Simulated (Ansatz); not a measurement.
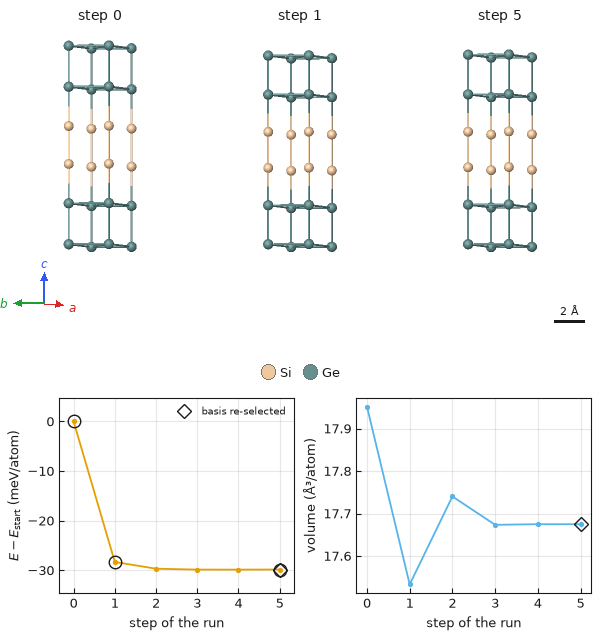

Frames of a relaxation of crystalline Si₂Ge₃ (a generated structure, set up in P6/mmm), marked on the history of the run. A ball-and-stick model of the cell of the calculation, seen from a free direction.

These are results of DFT PBE, scalar-relativistic, plane waves, PAW in Ansatz 0.2.0, not measurements. Settings: plane-wave cutoff 420 eV; k-point mesh 18 × 18 × 4; occupations gaussian; smearing width 0.1 eV; no spin polarisation; cell and atoms relaxed; force threshold 0.01 eV/Å; at most 80 steps.

**Describe the path.**

After 4 accepted moves (5 points after the start) the energy has fallen by 29.8 meV per atom. The largest force component goes from 0.17 to 0.00056 eV/Å. Pressure: −0.95 GPa at the start and 0.01 GPa at the end. The SCF was repeated once at an unchanged geometry on a basis and grid sized afresh for the cell, which shifted the energy by less than 0.05 meV per atom at most. The largest moves relative to the cell, 0.034 Å, are those of Ge atoms. By element the largest moves are Ge 0.034 Å, Si 0.022 Å. Cell: a = b 2.756 → 2.799 Å (+1.6 %), c 13.643 → 13.024 Å (−4.5 %). Volume −1.5 %. Some distances before and after: Si–Si 2.609 → 2.447 Å, Ge–Si 2.701 → 2.567 Å, Ge–Ge 2.816 → 2.722 Å, Ge–Ge 2.756 → 2.799 Å. The space group stays P6/mmm (No. 191). From step 0 to 1: volume −2.3 %, energy −28.3 meV per atom. From step 1 to 5: Ge atoms move most (0.03 Å), volume +0.8 %, energy −1.5 meV per atom.
